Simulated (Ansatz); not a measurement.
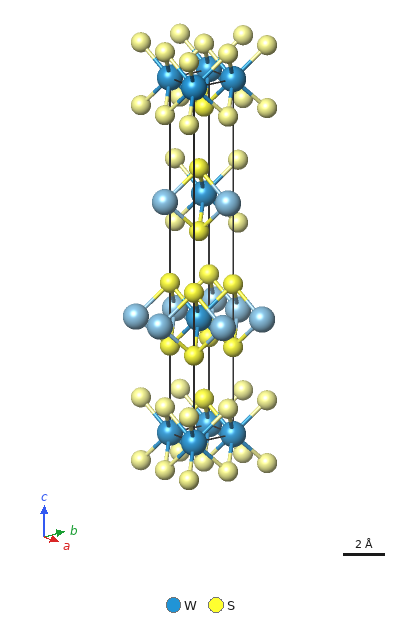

Fig. 1: The input geometry (ball-and-stick view of the cell 3 times as large as that of the calculation, set on its symmetry axes, seen slightly off an axis; neighbours outside the cell are drawn fainter). Near neighbours in the crystal (not all of them lie inside the picture): W has 6 S at 2.38 Å; S has 3 W at 2.38 Å.

Phonon calculation, with input and output: WS2

WS2 (R3m, 3 atoms in the cell), computed with DFT, LDA, PAW with Ansatz's default frozen-core files, scalar-relativistic; harmonic phonons by finite displacements, no spin polarisation (Ansatz 0.2.0).

The structure derives from an entry of the Crystallography Open Database. It belongs to a series of runs on one base structure; here: zone-centre phonons by PAW under 2 GPa.

### The program's output
```
Engine: ansatz 0.2.0, aarch64-unknown-linux-gnu
Pseudopotentials: kind: paw
Pseudopotential: W, paw, valence charge 14, recommended cutoff 420 eV (normal), W.paw.azcp
Pseudopotential: S, paw, valence charge 6, recommended cutoff 420 eV (normal), S.paw.azcp
Functional definition: SPW92
  exchange = slater_x
  correlation = pw_c
Crystal: 3 atoms, lattice volume = 49.453 Å³
Basis set: ecut = 420 eV, 973 PW (Γ)
Bands: 17, of which v1, the nominal top of the filled ones, is band 13 counted from 1 (12 counted from 0)
Symmetry: 6 space group operations
k-points: 65 of 512 (time reversal used)
Non-local potential: W, projectors of the file, l = 0: 3, l = 1: 2, l = 2: 2, l = 3: 1
Non-local potential: S, projectors of the file, l = 0: 2, l = 1: 2, l = 2: 2
PAW form: soft (Blöchl's): semilocal exchange-correlation on the pseudo side does not see the compensation charge
PAW frozen core: W, regenerated for the run's functional, and the local potential with it (the file was generated under x = pbe(κ = 0.804, μ = 0.2195149727645171), c = pbe(β = 0.06672455060314922))
PAW frozen core: S, regenerated for the run's functional, and the local potential with it (the file was generated under x = pbe(κ = 0.804, μ = 0.2195149727645171), c = pbe(β = 0.06672455060314922))
PAW one-centre angular grid: W, 590 points (default); XC on 64 Gauss nodes
PAW one-centre angular grid: S, 110 points (default); XC on 64 Gauss nodes
Initial density: superposition of atomic densities (neutral atoms: chi_scale 0, normalization atom), corrected by the library's trained network
Initial wavefunctions: pseudopotential atomic-orbital guess
Functional: x = slater, c = lda
SCF iter   1: F=—  HF=-11871.684931 eV  |F-HF|=—  |Δ(HF+E_count)|=         —  Δρ=9.65e-3  dr2=5.69e-2  ethr=1.77e-3  ⟨swp⟩=5.0  Hψ=5475  notcnv=0  defer=115
preconditioner: auto → none  [insulator: Δε(μ)=0.858 eV  Ē_g=8.951 eV  n_scr=16 (ndim 8)  ℏωp=22.4 eV  f_vac=0.005  ε∞_Penn≈7.3]
SCF iter   2: F=—  HF=-11871.696357 eV  |F-HF|=—  |Δ(HF+E_count)|=   1.14e-2  Δρ=9.20e-3  dr2=1.32e-1  ethr=2.19e-4  ⟨swp⟩=3.4  Hψ=2427  notcnv=0  defer=130  recentre
SCF iter   3: F=—  HF=-11871.676134 eV  |F-HF|=—  |Δ(HF+E_count)|=   2.02e-2  Δρ=4.76e-3  dr2=9.68e-3  ethr=2.19e-4  ⟨swp⟩=2.5  Hψ=1721  notcnv=0  defer=128
SCF iter   4: F=—  HF=-11871.675017 eV  |F-HF|=—  |Δ(HF+E_count)|=   1.12e-3  Δρ=1.29e-3  dr2=2.78e-4  ethr=3.72e-5  ⟨swp⟩=2.5  Hψ=1639  notcnv=0  defer=130
SCF iter   5: F=—  HF=-11871.675053 eV  |F-HF|=—  |Δ(HF+E_count)|=   3.55e-5  Δρ=1.33e-4  dr2=7.33e-6  ethr=1.07e-6  ⟨swp⟩=2.1  Hψ=1657  notcnv=0  defer=50
SCF iter   6: F=—  HF=-11871.675051 eV  |F-HF|=—  |Δ(HF+E_count)|=   1.31e-6  Δρ=7.47e-5  dr2=3.94e-6  ethr=2.82e-8  ⟨swp⟩=2.0  Hψ=1613  notcnv=0  defer=1
SCF iter   7: F=—  HF=-11871.675053 eV  |F-HF|=—  |Δ(HF+E_count)|=   1.29e-6  Δρ=2.28e-5  dr2=8.86e-8  ethr=1.52e-8  ⟨swp⟩=2.1  Hψ=1470  notcnv=0
SCF iter   8: F=—  HF=-11871.674998 eV  |F-HF|=—  |Δ(HF+E_count)|=   5.44e-5  Δρ=9.50e-6  dr2=1.85e-8  ethr=3.41e-10  ⟨swp⟩=2.3  Hψ=1483  notcnv=0
SCF iter   9: F=—  HF=-11871.674998 eV  |F-HF|=—  |Δ(HF+E_count)|=   1.80e-9  Δρ=1.18e-6  dr2=4.56e-10  ethr=7.13e-11  ⟨swp⟩=2.1  Hψ=1942  notcnv=0
SCF iter  10: F=-11871.674998 eV  HF=-11871.674998 eV  |F-HF|=1.27e-11  |Δ(HF+E_count)|=  5.09e-11  Δρ=2.08e-7  dr2=1.45e-11  ethr=1.00e-12  ⟨swp⟩=5.5  Hψ=4736  notcnv=0
SCF 1 converged in 10 iterations: F = -11871.674998 eV  dr2 = 1.45e-11
  greatest PAW one-centre occupation: 1.000 electrons in one spin orbital (limit 2), on the W atom at site 0 (counted from 0), in its partial waves of l = 0
Symmetry: 2 space group operations
k-points: 150 of 512 (time reversal used)
Initial density: handed on by an earlier stage of this run
Initial wavefunctions: those handed on with the density
iter 1 solved again at ethr=2.04e-8 eV; its pass at ethr=3.10e-3 eV (dr2=5.30e-6 eV) is discarded
SCF iter   1: F=—  HF=-11871.675011 eV  |F-HF|=—  |Δ(HF+E_count)|=         —  Δρ=1.40e-4  dr2=7.47e-6  ethr=2.04e-8  ⟨swp⟩=3.0  Hψ=13389  notcnv=0  defer=250
preconditioner: auto → none  [insulator: Δε(μ)=0.862 eV  Ē_g=9.017 eV  n_scr=16 (ndim 8)  ℏωp=22.4 eV  f_vac=0.002  ε∞_Penn≈7.2]
SCF iter   2: F=—  HF=-11871.675008 eV  |F-HF|=—  |Δ(HF+E_count)|=   3.17e-6  Δρ=6.90e-5  dr2=4.13e-6  ethr=2.04e-8  ⟨swp⟩=2.1  Hψ=3681  notcnv=0  defer=155
SCF iter   3: F=—  HF=-11871.675007 eV  |F-HF|=—  |Δ(HF+E_count)|=   4.84e-7  Δρ=6.79e-5  dr2=6.79e-6  ethr=1.59e-8  ⟨swp⟩=2.0  Hψ=3595  notcnv=0  defer=95
SCF iter   4: F=—  HF=-11871.675008 eV  |F-HF|=—  |Δ(HF+E_count)|=   3.84e-7  Δρ=1.44e-5  dr2=4.90e-8  ethr=1.59e-8  ⟨swp⟩=2.0  Hψ=3377  notcnv=0  defer=2
SCF iter   5: F=—  HF=-11871.674955 eV  |F-HF|=—  |Δ(HF+E_count)|=   5.27e-5  Δρ=5.93e-6  dr2=4.37e-8  ethr=1.88e-10  ⟨swp⟩=2.0  Hψ=3848  notcnv=0
SCF iter   6: F=—  HF=-11871.674955 eV  |F-HF|=—  |Δ(HF+E_count)|=   8.65e-9  Δρ=1.80e-6  dr2=7.67e-10  ethr=1.68e-10  ⟨swp⟩=2.0  Hψ=3333  notcnv=0
SCF iter   7: F=—  HF=-11871.674955 eV  |F-HF|=—  |Δ(HF+E_count)|=  1.38e-10  Δρ=3.30e-7  dr2=4.73e-11  ethr=2.95e-12  ⟨swp⟩=2.0  Hψ=3885  notcnv=0
SCF iter   8: F=-11871.674955 eV  HF=-11871.674955 eV  |F-HF|=0.00e0  |Δ(HF+E_count)|=  1.09e-11  Δρ=9.43e-8  dr2=1.75e-12  ethr=1.00e-12  ⟨swp⟩=5.6  Hψ=12403  notcnv=0
SCF 2 converged in 8 iterations: F = -11871.674955 eV  dr2 = 1.75e-12
iter 1 solved again at ethr=1.20e-12 eV; its pass at ethr=3.10e-3 eV (dr2=3.11e-10 eV) is discarded
SCF iter   1: F=—  HF=-11871.674955 eV  |F-HF|=—  |Δ(HF+E_count)|=         —  Δρ=1.14e-6  dr2=2.86e-10  ethr=1.20e-12  ⟨swp⟩=3.1  Hψ=14105  notcnv=0  defer=155
preconditioner: auto → none  [insulator: Δε(μ)=0.861 eV  Ē_g=9.012 eV  n_scr=16 (ndim 8)  ℏωp=22.4 eV  f_vac=0.002  ε∞_Penn≈7.2]
SCF iter   2: F=—  HF=-11871.674955 eV  |F-HF|=—  |Δ(HF+E_count)|=  5.09e-11  Δρ=5.33e-7  dr2=7.48e-11  ethr=1.10e-12  ⟨swp⟩=2.3  Hψ=3508  notcnv=0  defer=155
SCF iter   3: F=—  HF=-11871.674955 eV  |F-HF|=—  |Δ(HF+E_count)|=  1.82e-11  Δρ=3.10e-7  dr2=1.05e-10  ethr=1.00e-12  ⟨swp⟩=2.1  Hψ=3375  notcnv=0  defer=155
SCF iter   4: F=—  HF=-11871.674955 eV  |F-HF|=—  |Δ(HF+E_count)|=  2.36e-11  Δρ=1.12e-7  dr2=6.26e-12  ethr=1.00e-12  ⟨swp⟩=5.5  Hψ=13228  notcnv=0
SCF iter   5: F=-11871.674955 eV  HF=-11871.674955 eV  |F-HF|=1.82e-12  |Δ(HF+E_count)|=  3.64e-12  Δρ=6.45e-8  dr2=4.38e-12  ethr=1.00e-12  ⟨swp⟩=6.0  Hψ=10904  notcnv=0
SCF 3 converged in 5 iterations: F = -11871.674955 eV  dr2 = 4.38e-12
iter 1 solved again at ethr=1.92e-8 eV; its pass at ethr=3.10e-3 eV (dr2=5.00e-6 eV) is discarded
SCF iter   1: F=—  HF=-11871.675011 eV  |F-HF|=—  |Δ(HF+E_count)|=         —  Δρ=1.39e-4  dr2=7.38e-6  ethr=1.92e-8  ⟨swp⟩=3.0  Hψ=13401  notcnv=0  defer=250
preconditioner: auto → none  [insulator: Δε(μ)=0.860 eV  Ē_g=9.012 eV  n_scr=16 (ndim 8)  ℏωp=22.4 eV  f_vac=0.002  ε∞_Penn≈7.2]
SCF iter   2: F=—  HF=-11871.675008 eV  |F-HF|=—  |Δ(HF+E_count)|=   2.53e-6  Δρ=6.86e-5  dr2=4.12e-6  ethr=1.92e-8  ⟨swp⟩=2.0  Hψ=3652  notcnv=0  defer=155
SCF iter   3: F=—  HF=-11871.675007 eV  |F-HF|=—  |Δ(HF+E_count)|=   1.09e-6  Δρ=6.72e-5  dr2=6.62e-6  ethr=1.59e-8  ⟨swp⟩=2.0  Hψ=3599  notcnv=0  defer=96
SCF iter   4: F=—  HF=-11871.675006 eV  |F-HF|=—  |Δ(HF+E_count)|=   8.85e-7  Δρ=1.46e-5  dr2=5.05e-8  ethr=1.59e-8  ⟨swp⟩=2.0  Hψ=3366  notcnv=0  defer=1
SCF iter   5: F=—  HF=-11871.674955 eV  |F-HF|=—  |Δ(HF+E_count)|=   5.15e-5  Δρ=6.00e-6  dr2=4.47e-8  ethr=1.94e-10  ⟨swp⟩=2.0  Hψ=3845  notcnv=0
SCF iter   6: F=—  HF=-11871.674955 eV  |F-HF|=—  |Δ(HF+E_count)|=   8.84e-9  Δρ=1.77e-6  dr2=7.33e-10  ethr=1.72e-10  ⟨swp⟩=2.0  Hψ=3335  notcnv=0
SCF iter   7: F=—  HF=-11871.674955 eV  |F-HF|=—  |Δ(HF+E_count)|=  1.29e-10  Δρ=3.37e-7  dr2=4.06e-11  ethr=2.82e-12  ⟨swp⟩=2.0  Hψ=3857  notcnv=0
SCF iter   8: F=-11871.674955 eV  HF=-11871.674955 eV  |F-HF|=5.46e-12  |Δ(HF+E_count)|=  1.46e-11  Δρ=9.13e-8  dr2=1.61e-12  ethr=1.00e-12  ⟨swp⟩=6.5  Hψ=11733  notcnv=0
SCF 4 converged in 8 iterations: F = -11871.674955 eV  dr2 = 1.61e-12
iter 1 solved again at ethr=1.00e-12 eV; its pass at ethr=3.10e-3 eV (dr2=1.91e-10 eV) is discarded
SCF iter   1: F=—  HF=-11871.674954 eV  |F-HF|=—  |Δ(HF+E_count)|=         —  Δρ=9.36e-7  dr2=1.76e-10  ethr=1.00e-12  ⟨swp⟩=3.0  Hψ=14184  notcnv=0  defer=154
SCF iter   2: F=—  HF=-11871.674954 eV  |F-HF|=—  |Δ(HF+E_count)|=  2.36e-11  Δρ=4.35e-7  dr2=3.08e-11  ethr=1.00e-12  ⟨swp⟩=1.6  Hψ=3214  notcnv=0  defer=154
SCF iter   3: F=—  HF=-11871.674954 eV  |F-HF|=—  |Δ(HF+E_count)|=  7.28e-12  Δρ=1.66e-7  dr2=4.41e-11  ethr=1.00e-12  ⟨swp⟩=6.9  Hψ=12010  notcnv=0
SCF iter   4: F=—  HF=-11871.674954 eV  |F-HF|=—  |Δ(HF+E_count)|=  3.64e-12  Δρ=8.49e-8  dr2=7.33e-12  ethr=1.00e-12  ⟨swp⟩=1.0  Hψ=2550  notcnv=0  defer=154
SCF iter   5: F=-11871.674954 eV  HF=-11871.674954 eV  |F-HF|=5.46e-12  |Δ(HF+E_count)|=  3.64e-12  Δρ=3.01e-8  dr2=8.63e-13  ethr=1.00e-12  ⟨swp⟩=6.0  Hψ=10625  notcnv=0
SCF 5 converged in 5 iterations: F = -11871.674954 eV  dr2 = 8.63e-13
iter 1 solved again at ethr=9.07e-8 eV; its pass at ethr=3.10e-3 eV (dr2=2.36e-5 eV) is discarded
SCF iter   1: F=—  HF=-11871.674972 eV  |F-HF|=—  |Δ(HF+E_count)|=         —  Δρ=2.02e-4  dr2=1.69e-5  ethr=9.07e-8  ⟨swp⟩=3.3  Hψ=13910  notcnv=0  defer=300
preconditioner: auto → none  [insulator: Δε(μ)=0.861 eV  Ē_g=9.014 eV  n_scr=16 (ndim 8)  ℏωp=22.4 eV  f_vac=0.002  ε∞_Penn≈7.2]
SCF iter   2: F=—  HF=-11871.674972 eV  |F-HF|=—  |Δ(HF+E_count)|=   4.35e-8  Δρ=1.11e-4  dr2=1.53e-5  ethr=6.49e-8  ⟨swp⟩=2.0  Hψ=3779  notcnv=0  defer=168
SCF iter   3: F=—  HF=-11871.674969 eV  |F-HF|=—  |Δ(HF+E_count)|=   3.47e-6  Δρ=7.06e-5  dr2=1.50e-6  ethr=5.90e-8  ⟨swp⟩=2.0  Hψ=3442  notcnv=0  defer=96
SCF iter   4: F=—  HF=-11871.674916 eV  |F-HF|=—  |Δ(HF+E_count)|=   5.27e-5  Δρ=1.88e-5  dr2=7.25e-8  ethr=5.78e-9  ⟨swp⟩=2.4  Hψ=3853  notcnv=0
SCF iter   5: F=—  HF=-11871.674916 eV  |F-HF|=—  |Δ(HF+E_count)|=   7.82e-9  Δρ=2.73e-6  dr2=1.17e-9  ethr=2.79e-10  ⟨swp⟩=2.2  Hψ=3817  notcnv=0
SCF iter   6: F=—  HF=-11871.674916 eV  |F-HF|=—  |Δ(HF+E_count)|=  5.64e-11  Δρ=5.75e-7  dr2=5.39e-11  ethr=4.50e-12  ⟨swp⟩=2.5  Hψ=4278  notcnv=0
SCF iter   7: F=—  HF=-11871.674916 eV  |F-HF|=—  |Δ(HF+E_count)|=  2.55e-11  Δρ=2.91e-7  dr2=1.40e-10  ethr=1.00e-12  ⟨swp⟩=7.0  Hψ=12680  notcnv=0
SCF iter   8: F=-11871.674916 eV  HF=-11871.674916 eV  |F-HF|=3.64e-12  |Δ(HF+E_count)|=  2.91e-11  Δρ=7.71e-8  dr2=5.42e-12  ethr=1.00e-12  ⟨swp⟩=5.8  Hψ=12603  notcnv=0
SCF 6 converged in 8 iterations: F = -11871.674916 eV  dr2 = 5.42e-12
iter 1 solved again at ethr=3.93e-12 eV; its pass at ethr=3.10e-3 eV (dr2=1.02e-9 eV) is discarded
SCF iter   1: F=—  HF=-11871.674916 eV  |F-HF|=—  |Δ(HF+E_count)|=         —  Δρ=1.95e-6  dr2=5.85e-10  ethr=3.93e-12  ⟨swp⟩=3.0  Hψ=14742  notcnv=0  defer=157
preconditioner: auto → none  [insulator: Δε(μ)=0.860 eV  Ē_g=9.014 eV  n_scr=16 (ndim 8)  ℏωp=22.4 eV  f_vac=0.002  ε∞_Penn≈7.2]
SCF iter   2: F=—  HF=-11871.674916 eV  |F-HF|=—  |Δ(HF+E_count)|=  1.04e-10  Δρ=9.31e-7  dr2=1.40e-10  ethr=2.25e-12  ⟨swp⟩=2.0  Hψ=3905  notcnv=0  defer=157
SCF iter   3: F=—  HF=-11871.674916 eV  |F-HF|=—  |Δ(HF+E_count)|=  6.37e-11  Δρ=5.89e-7  dr2=4.99e-10  ethr=1.00e-12  ⟨swp⟩=2.1  Hψ=3666  notcnv=0  defer=157  recentre
SCF iter   4: F=—  HF=-11871.674916 eV  |F-HF|=—  |Δ(HF+E_count)|=  7.28e-11  Δρ=1.64e-7  dr2=7.46e-12  ethr=1.00e-12  ⟨swp⟩=2.0  Hψ=3467  notcnv=0  defer=157
SCF iter   5: F=-11871.674916 eV  HF=-11871.674916 eV  |F-HF|=5.46e-12  |Δ(HF+E_count)|=    0.00e0  Δρ=6.31e-8  dr2=3.24e-12  ethr=1.00e-12  ⟨swp⟩=6.0  Hψ=11077  notcnv=0
SCF 7 converged in 5 iterations: F = -11871.674916 eV  dr2 = 3.24e-12
SCF converged after 10 iterations
Free energy (F): -11871.674998 eV
Harris-Foulkes:  -11871.674998 eV  (|F-HF|=1.27e-11)
Internal energy: -11871.674998 eV  (E = F + TS)
E sigma→0 (E₀):  -11871.674998 eV
Fermi energy:    12.955839 eV
--- Per-component energies (eV) ---
  E_band       = -161.335182
  E_kinetic    = 671.331617
  E_local      = -1577.302563  (includes V_loc(G=0)·N_el)
  E_nonlocal   = 65.418080
  E_hartree    = 619.446250
  E_xc         = -460.359613
  E_vxc        = -418.010847  (∫ρ·V_xc dr)
  E_paw        = -9447.535565  (= ΣΔE_a)
  E_vpaw       = -141.664003  (= ΣTr[D̂ρ^β])
  E_aug_tail   = -0.000066  (compensation charges beyond the density's cutoff)
  E_ewald      = -1743.262685
  E_core_change = 0.589548  (= ΣΔE_core)
  E_smearing   = -0.000000  (= −TS)
  E_closure    = -0.000000  (closes the sum)
  Σ components = -11871.674998   (vs F -11871.674998, Δ=0.00e0)
--- Forces (eV/Å), atoms counted from 1 ---
  atom   1  W      0.00000000    -0.00000000     0.00005103
  atom   2  S      0.00000000     0.00000000    -0.00000171
  atom   3  S     -0.00000000    -0.00000000    -0.00005021
  max |Σ_I F_I| component: 8.86e-7 eV/Å
--- Band table (eV; the first three rows and the last of 65) ---
  k-point 0: bands = ["-61.7255", "-26.0662", "-25.8318", "-25.8318", "-3.1704", "-0.8610", "4.6469", "9.1916", "9.1916", "10.4588", "10.4588", "11.2965", "11.6581", "14.9931", "14.9931", "15.4174", "15.4174"]
  k-point 1: bands = ["-61.7221", "-26.0545", "-25.8954", "-25.8465", "-2.8865", "-0.7938", "4.9915", "8.5500", "9.4728", "9.6452", "10.0432", "11.2773", "11.7361", "14.6247", "15.0705", "15.1751", "15.4746"]
  k-point 2: bands = ["-61.7140", "-26.0462", "-26.0263", "-25.8816", "-2.1243", "-0.6122", "5.7309", "7.4163", "8.3631", "9.2814", "10.1709", "10.9035", "11.0847", "14.0769", "14.8996", "15.7759", "16.1561"]
  k-point 64: bands = ["-61.7255", "-26.0663", "-25.8318", "-25.8318", "-2.7692", "-1.6179", "6.1799", "8.5048", "9.1612", "9.1612", "10.5229", "10.5229", "12.9558", "15.1039", "15.1039", "15.2232", "15.2232"]
--- Phonons: 6 displaced members + reference (amplitude 0.0025 Å, Σ member SCF iterations 39) ---
  symmetry images taken by strict's conditions (phonons.symmetry_images: auto; settled by no image being taken that strict refuses)
  ASR residual: 5.094e-4 → 0.000e0 eV/Å²; symmetrization residual: 9.012e-5 eV/Å²
  largest component of a force at the reference: 5.1e-5 eV/Å
  ASR residual per site (eV/Å²): 5.09e-4 1.08e-4 1.97e-4
  Γ frequencies (cm⁻¹): 0.00 0.00 0.00 305.45 305.45 360.38 360.38 429.80 440.25
  density of states and harmonic sums: on the 23×23×23 q-mesh, interpolated from the force constants of a 1×1×1 supercell (no non-analytic term)
  largest difference from the sums on the solved wave vectors: F 4.39e-1 eV, S 6.97e-4 and C_V 2.58e-4 eV/K
  zero-point energy: 0.157980 eV/cell   skipped modes (ω ≤ 0): 36, of them read as no rigid motion or as one in doubt: 33 (5.425e-3 modes/cell left out, lowest 0.00 cm⁻¹)   left out of the sums: 6.30e-4 of the cell's modes: C_V's classical limit lies that fraction below 3 k_B per atom; for a crystal, a wire or a layer, F and S can be off by more, and a phonons.interpolated_qmesh denser along its periods is the remedy for the sampling
```

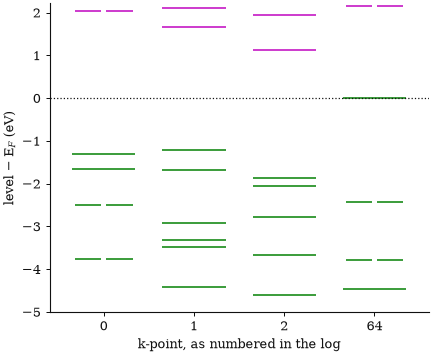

Fig. 2: Kohn–Sham levels near the Fermi level (dotted) at the few k-points that the log prints; levels within 0.02 eV of each other stand side by side. Among these points the highest filled and lowest empty levels are 1.12 eV apart; the gap on the full mesh, 0.86 eV, has an edge at a point that isn't printed.

This output came from the following input.

### Input
```yaml
crystal:
  lattice:
    - [1.55852372127, 0.89981409001, 5.87720636274]
    - [-1.55852372127, 0.89981409001, 5.87720636274]
    - [0.0, -1.79962818003, 5.87720636274]
  atoms:
    - { symbol: W, position: [-0.000641896171, -0.000641896171, -0.000641896171] }
    - { symbol: S, position: [0.754510313321, 0.754510313321, 0.754510313321] }
    - { symbol: S, position: [0.57743158285, 0.57743158285, 0.57743158285] }
kpoints:
  mp_grid: { grid: [8, 8, 8] }
scf:
  occupations: { method: fixed }
hamiltonian:
  xc: lda
  pseudopotentials: { kind: paw }
phonons:
  supercell: [1, 1, 1]
```

Launch command:
```bash
ansatz run input.yaml --threads 1 --pin off --max-ram 3072MiB --backend cpu --events-out ev --progress --plain --runs-dir out
```

### Key numbers

```csv
quantity,value
outcome,converged
space group (tolerance 0.01 Å),R3m (160)
electrons treated,26
free energy,−11871.6750 eV
Fermi energy,12.956 eV
gap on the k-point mesh,0.86 eV
largest force (length of the vector),under 0.001 eV/Å
hardware,"1 thread of Arm Neoverse V1, 112 GiB of memory available, shared host"
wall time,75 s
peak memory,0.45 GiB
```

### Notes

Spin–orbit coupling is left out, which matters for W.
